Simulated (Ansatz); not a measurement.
## Si: one change and its effect

System: Si (Fd-3m, 2 atoms in the cell).
Method of run A: Kohn-Sham DFT of a periodic cell, HSE06 form with a typed share of exact exchange, Ansatz PAW, no spin polarisation (Ansatz 0.2.0).

The structure derives from a Materials Project entry. Text and figures count atoms from 1; the logs count them from 0 in places.

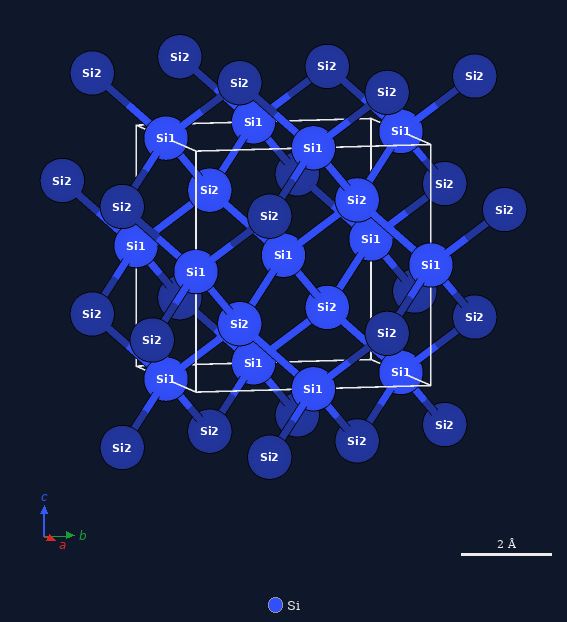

The structure as given in the input (ball-and-stick view of the cell 4 times as large as that of the calculation, set on its symmetry axes, seen slightly off an axis; neighbours outside the cell are drawn fainter; atoms are numbered from 1 in the order of the input). Near neighbours in the crystal (not all of them lie inside the picture): Si has 4 Si at 2.36 Å.

### The input, run A
```yaml
crystal:
  lattice:
    - [0.0, 2.7218511865, 2.7218511865]
    - [2.7218511865, 0.0, 2.7218511865]
    - [2.7218511865, 2.7218511865, 0.0]
  atoms:
    - { symbol: Si, position: [0.5, 0.5, 0.5] }
    - { symbol: Si, position: [0.75, 0.75, 0.75] }
hamiltonian:
  xc: { exchange: pbe, correlation: pbe, exx: { coeff: 0.1, omega: 0.2 } }
  pseudopotentials: { kind: paw }
kpoints:
  mp_grid: { grid: [4, 4, 4] }
scf:
  occupations: { method: fermi_dirac, width: 0.05 }
output:
  forces: true
  stress: true
  eigenvalues: true
```

Hardware: 1 × NVIDIA H100 80GB HBM3, 2 threads of AMD EPYC (Zen 3), 1656 GiB of memory available, shared host.

### Output, shortened to warnings, some set-up lines, iterations and results (run A)
```
Warning: output.stress: scf.convergence.dr2_threshold = 1e-7 eV (the SCF's general default) is looser than the 2e-10 eV advised for a printed stress (1e-10 eV for each atom of the cell: 2). What an SCF threshold leaves in a stress goes as its square root, and in the free energy as the threshold itself, and one threshold admits the most on a small cell: of the crystals measured, under no hybrid …
Warning: output.stress: scf.exx.energy_threshold = 1e-6 eV is looser than the 2e-8 eV advised for a stress under a hybrid functional (1e-8 eV for each atom of the cell: 2). Every SCF of the exchange loop can meet its threshold on dr2 while the loop round them stops early: no threshold on dr2 bounds what that leaves in the stress. Set scf.exx.energy_threshold to 2e-8 eV or tighter. The threshold …
Basis set: ecut = 420 eV, 749 PW (Γ), exchange–correlation on 54×54×54 points (8 copies of the dense FFT grid, shifted against one another)
Symmetry: 48 space group operations
k-points: 8 of 64
Initial density: superposition of atomic densities (neutral atoms: chi_scale 0, normalization atom), corrected by the library's trained network
[...]
SCF iter   1: F=—  HF=-1271.428396 eV  |F-HF|=—  |Δ(HF+E_count)|=         —  Δρ=1.70e-3  dr2=1.82e-3  ethr=1.77e-3  ⟨swp⟩=5.9  Hψ=306  notcnv=0
SCF iter   2: F=—  HF=-1271.428119 eV  |F-HF|=—  |Δ(HF+E_count)|=   2.78e-4  Δρ=6.63e-4  dr2=2.49e-4  ethr=2.28e-5  ⟨swp⟩=3.5  Hψ=144  notcnv=0  defer=4
SCF iter   3: F=-1271.428149 eV  HF=-1271.428144 eV  |F-HF|=4.64e-6  |Δ(HF+E_count)|=   2.55e-5  Δρ=9.46e-5  dr2=1.98e-6  ethr=2.52e-8  ⟨swp⟩=3.9  Hψ=264  notcnv=0
SCF 1 stopped early in 3 iterations: F = -1271.428149 eV  dr2 = 1.98e-6
SCF iter   1: F=—  HF=-1271.819450 eV  |F-HF|=—  |Δ(HF+E_count)|=         —  Δρ=1.31e-3  dr2=5.29e-4  ethr=2.47e-7  ⟨swp⟩=7.1  Hψ=350  notcnv=0
SCF iter   2: F=—  HF=-1271.819282 eV  |F-HF|=—  |Δ(HF+E_count)|=   1.68e-4  Δρ=6.23e-4  dr2=1.50e-4  ethr=2.47e-7  ⟨swp⟩=3.6  Hψ=137  notcnv=0
SCF iter   3: F=—  HF=-1271.819251 eV  |F-HF|=—  |Δ(HF+E_count)|=   3.07e-5  Δρ=2.66e-4  dr2=2.66e-5  ethr=2.47e-7  ⟨swp⟩=2.1  Hψ=100  notcnv=0
SCF iter   4: F=—  HF=-1271.819418 eV  |F-HF|=—  |Δ(HF+E_count)|=   1.67e-4  Δρ=1.25e-4  dr2=4.00e-6  ethr=2.33e-7  ⟨swp⟩=3.1  Hψ=121  notcnv=0
SCF iter   5: F=—  HF=-1271.819417 eV  |F-HF|=—  |Δ(HF+E_count)|=   9.60e-7  Δρ=2.61e-5  dr2=2.35e-7  ethr=4.92e-8  ⟨swp⟩=2.5  Hψ=102  notcnv=0
SCF iter   6: F=-1271.819417 eV  HF=-1271.819417 eV  |F-HF|=6.89e-10  |Δ(HF+E_count)|=   3.16e-8  Δρ=2.58e-6  dr2=6.60e-8  ethr=2.13e-9  ⟨swp⟩=3.2  Hψ=171  notcnv=0
SCF 2 converged in 6 iterations: F = -1271.819417 eV  dr2 = 6.60e-8
SCF iter   1: F=—  HF=-1271.819417 eV  |F-HF|=—  |Δ(HF+E_count)|=         —  Δρ=6.62e-6  dr2=1.32e-8  ethr=6.31e-9  ⟨swp⟩=4.4  Hψ=163  notcnv=0
SCF iter   2: F=-1271.819417 eV  HF=-1271.819417 eV  |F-HF|=3.26e-10  |Δ(HF+E_count)|=   2.11e-9  Δρ=1.38e-6  dr2=3.71e-10  ethr=1.64e-10  ⟨swp⟩=3.1  Hψ=117  notcnv=0
SCF 3 converged in 2 iterations: F = -1271.819417 eV  dr2 = 3.71e-10
  Residual-converged pass: ⟨swp⟩=3.0  Hψ=126  notcnv=0  max |occ|·‖R‖ = 2.0e-6 eV (tolerance 2.4e-6 eV)  dr2=3.84e-10  dr2_onsite=2.15e-11  max |Δocc| = 1.0e-14
hybrid outer 2: dexx = +2.074e-9 eV, tail = 7.88e-10 eV, Δε = 1.69e-4 eV (about 1.65e-5 eV left of the loop's levels)
hybrid SCF converged: 2 outer / 8 inner (+3 warm-up), last move |dexx| = 2.07e-9 eV, tail = 7.88e-10 eV
Stability not checked: this state was not tested for a lower state beside it, because the functional holds exact exchange (a hybrid, or Hartree-Fock), whose exchange loop this test does not read (fock_operator; see scf.lower_state_search)
Free energy (F): -1271.819417 eV
Frozen-core exchange: fock
Harris-Foulkes:  -1271.819417 eV  (|F-HF|=3.26e-10)
Internal energy: -1271.819407 eV  (E = F + TS)
E sigma→0 (E₀):  -1271.819412 eV
Entropy (-TS):   -0.000010 eV (-0.005 meV/atom)
Fermi energy:    6.510353 eV
--- Per-component energies (eV) ---
  E_band       = 6.567021
  E_kinetic    = 81.252393
  E_local      = -55.284083  (includes V_loc(G=0)·N_el)
  E_nonlocal   = 51.274512
  E_hartree    = 15.318131
  E_xc         = -102.135844
  E_vxc        = -86.591332  (∫ρ·V_xc dr)
  E_exx        = -4.515649  (= α·E_x^exact, valence–valence)
  E_paw        = -1029.695214  (= ΣΔE_a)
  E_vpaw       = -5.689470  (= ΣTr[D̂ρ^β])
  E_aug_tail   = 0.000012  (compensation charges beyond the density's cutoff)
  E_ewald      = -227.985960
  E_core_change = -0.047705  (= ΣΔE_core)
  E_smearing   = -0.000010  (= −TS)
  E_closure    = 0.000000  (closes the sum)
  Σ components = -1271.819417   (vs F -1271.819417, Δ=2.27e-13)
--- Forces (eV/Å), atoms counted from 1 ---
  atom   1  Si     0.00000000    -0.00000000     0.00000000
  atom   2  Si     0.00000000     0.00000000     0.00000000
  max |Σ_I F_I| component: 3.70e-17 eV/Å
--- Stress (GPa, compression-positive) ---
        1.304124      -0.000000      -0.000000
       -0.000000       1.304124      -0.000000
       -0.000000      -0.000000       1.304124
  P = ⅓ Tr σ = 1.3041 GPa (13.041 kbar)
```

Run B used a changed input.

### The two runs side by side

| quantity | run A | run B |
| --- | --- | --- |
| outcome | converged | converged |
| free energy per atom (eV) | −635.9097 | −636.3131 |
| gap on the mesh (eV) | 0.95 | 1.48 |
| pressure (GPa) | 1.30 | 0.07 |
| largest force (eV/Å) | 0.000 | 0.000 |
| SCF iterations | 11 | 11 |
| irreducible k-points | 8 | 8 |
| plane waves at Γ | 749 | 749 |
| wall time (shared host) | 11 s | 16 s |

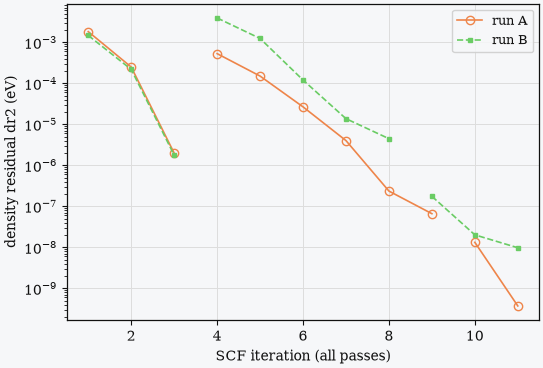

Convergence of the two runs: density residual dr2 against the SCF iteration. A break in a curve parts two SCF passes. Run A takes 11 iterations in all, and run B takes 11.

Which change of the input explains these differences?

The change (lines with − go, lines with + come):
```diff
-  xc: { exchange: pbe, correlation: pbe, exx: { coeff: 0.1, omega: 0.2 } }
+  xc: { exchange: pbe, correlation: pbe, exx: { coeff: 0.3, omega: 0.2 } }
```

The total energies belong to different methods, so their difference says nothing on which is more stable or more accurate. The gap on the mesh goes from 0.95 to 1.48 eV. The pressure goes from 1.30 to 0.07 GPa. The number of SCF iterations is the same.

### Output, shortened to warnings, some set-up lines, iterations and results (run B)
```
Warning: output.stress: scf.convergence.dr2_threshold = 1e-7 eV (the SCF's general default) is looser than the 2e-10 eV advised for a printed stress (1e-10 eV for each atom of the cell: 2). What an SCF threshold leaves in a stress goes as its square root, and in the free energy as the threshold itself, and one threshold admits the most on a small cell: of the crystals measured, under no hybrid …
Warning: output.stress: scf.exx.energy_threshold = 1e-6 eV is looser than the 2e-8 eV advised for a stress under a hybrid functional (1e-8 eV for each atom of the cell: 2). Every SCF of the exchange loop can meet its threshold on dr2 while the loop round them stops early: no threshold on dr2 bounds what that leaves in the stress. Set scf.exx.energy_threshold to 2e-8 eV or tighter. The threshold …
Basis set: ecut = 420 eV, 749 PW (Γ), exchange–correlation on 54×54×54 points (8 copies of the dense FFT grid, shifted against one another)
Symmetry: 48 space group operations
k-points: 8 of 64
Initial density: superposition of atomic densities (neutral atoms: chi_scale 0, normalization atom), corrected by the library's trained network
[...]
SCF iter   1: F=—  HF=-1271.422433 eV  |F-HF|=—  |Δ(HF+E_count)|=         —  Δρ=1.61e-3  dr2=1.47e-3  ethr=1.77e-3  ⟨swp⟩=5.9  Hψ=306  notcnv=0
SCF iter   2: F=—  HF=-1271.422314 eV  |F-HF|=—  |Δ(HF+E_count)|=   1.19e-4  Δρ=6.62e-4  dr2=2.18e-4  ethr=1.83e-5  ⟨swp⟩=3.6  Hψ=149  notcnv=0  defer=4
SCF iter   3: F=-1271.422361 eV  HF=-1271.422357 eV  |F-HF|=4.03e-6  |Δ(HF+E_count)|=   4.25e-5  Δρ=8.81e-5  dr2=1.77e-6  ethr=2.29e-8  ⟨swp⟩=3.8  Hψ=261  notcnv=0
SCF 1 stopped early in 3 iterations: F = -1271.422361 eV  dr2 = 1.77e-6
SCF iter   1: F=—  HF=-1272.623739 eV  |F-HF|=—  |Δ(HF+E_count)|=         —  Δρ=3.55e-3  dr2=3.92e-3  ethr=2.21e-7  ⟨swp⟩=7.4  Hψ=376  notcnv=0
SCF iter   2: F=—  HF=-1272.622075 eV  |F-HF|=—  |Δ(HF+E_count)|=   1.66e-3  Δρ=1.62e-3  dr2=1.24e-3  ethr=2.21e-7  ⟨swp⟩=4.0  Hψ=144  notcnv=0
SCF iter   3: F=—  HF=-1272.626091 eV  |F-HF|=—  |Δ(HF+E_count)|=   4.02e-3  Δρ=6.12e-4  dr2=1.20e-4  ethr=2.21e-7  ⟨swp⟩=4.9  Hψ=169  notcnv=0
SCF iter   4: F=—  HF=-1272.626052 eV  |F-HF|=—  |Δ(HF+E_count)|=   3.91e-5  Δρ=6.00e-5  dr2=1.37e-5  ethr=2.21e-7  ⟨swp⟩=3.0  Hψ=130  notcnv=0
SCF iter   5: F=-1272.626147 eV  HF=-1272.626149 eV  |F-HF|=2.21e-6  |Δ(HF+E_count)|=   9.70e-5  Δρ=1.10e-4  dr2=4.46e-6  ethr=8.52e-9  ⟨swp⟩=4.9  Hψ=238  notcnv=0
SCF 2 stopped early in 5 iterations: F = -1272.626147 eV  dr2 = 4.46e-6
SCF iter   1: F=—  HF=-1272.626127 eV  |F-HF|=—  |Δ(HF+E_count)|=         —  Δρ=2.43e-5  dr2=1.75e-7  ethr=7.70e-7  ⟨swp⟩=2.1  Hψ=129  notcnv=0
SCF iter   2: F=—  HF=-1272.626127 eV  |F-HF|=—  |Δ(HF+E_count)|=   8.70e-9  Δρ=1.06e-5  dr2=2.01e-8  ethr=2.13e-9  ⟨swp⟩=4.0  Hψ=130  notcnv=0
SCF iter   3: F=-1272.626127 eV  HF=-1272.626127 eV  |F-HF|=2.50e-9  |Δ(HF+E_count)|=   1.24e-9  Δρ=2.65e-6  dr2=9.74e-9  ethr=1.94e-10  ⟨swp⟩=3.4  Hψ=136  notcnv=0
SCF 3 converged in 3 iterations: F = -1272.626127 eV  dr2 = 9.74e-9
  Residual-converged pass: ⟨swp⟩=3.0  Hψ=118  notcnv=0  max |occ|·‖R‖ = 2.2e-6 eV (tolerance 2.4e-6 eV)  dr2=9.95e-9  dr2_onsite=3.07e-10  max |Δocc| = 5.8e-15
hybrid outer 2: dexx = +5.454e-8 eV, tail = 2.11e-8 eV, Δε = 1.38e-3 eV (about 1.19e-4 eV left of the loop's levels)
hybrid SCF converged: 2 outer / 8 inner (+3 warm-up), last move |dexx| = 5.45e-8 eV, tail = 2.11e-8 eV
Stability not checked: this state was not tested for a lower state beside it, because the functional holds exact exchange (a hybrid, or Hartree-Fock), whose exchange loop this test does not read (fock_operator; see scf.lower_state_search)
Free energy (F): -1272.626127 eV
Frozen-core exchange: fock
Harris-Foulkes:  -1272.626127 eV  (|F-HF|=2.50e-9)
Internal energy: -1272.626127 eV  (E = F + TS)
E sigma→0 (E₀):  -1272.626127 eV
Entropy (-TS):   -0.000000 eV (-0.000 meV/atom)
Fermi energy:    6.455040 eV
--- Per-component energies (eV) ---
  E_band       = 0.908700
  E_kinetic    = 81.326870
  E_local      = -54.418411  (includes V_loc(G=0)·N_el)
  E_nonlocal   = 50.231171
  E_hartree    = 15.314949
  E_xc         = -85.708091
  E_vxc        = -72.803078  (∫ρ·V_xc dr)
  E_exx        = -13.596130  (= α·E_x^exact, valence–valence)
  E_paw        = -1037.648882  (= ΣΔE_a)
  E_vpaw       = -6.865716  (= ΣTr[D̂ρ^β])
  E_aug_tail   = 0.000012  (compensation charges beyond the density's cutoff)
  E_ewald      = -227.985960
  E_core_change = -0.141653  (= ΣΔE_core)
  E_smearing   = -0.000000  (= −TS)
  E_closure    = -0.000003  (closes the sum)
  Σ components = -1272.626127   (vs F -1272.626127, Δ=0.00e0)
--- Forces (eV/Å), atoms counted from 1 ---
  atom   1  Si     0.00000000    -0.00000000     0.00000000
  atom   2  Si     0.00000000    -0.00000000    -0.00000000
  max |Σ_I F_I| component: 2.04e-16 eV/Å
--- Stress (GPa, compression-positive) ---
        0.070336       0.000000       0.000000
        0.000000       0.070336       0.000000
       -0.000000       0.000000       0.070336
  P = ⅓ Tr σ = 0.0703 GPa (0.703 kbar)
```

For both runs: Warnings: the exchange loop's threshold is looser than advised for the stress; the SCF threshold is looser than advised for the printed stress.
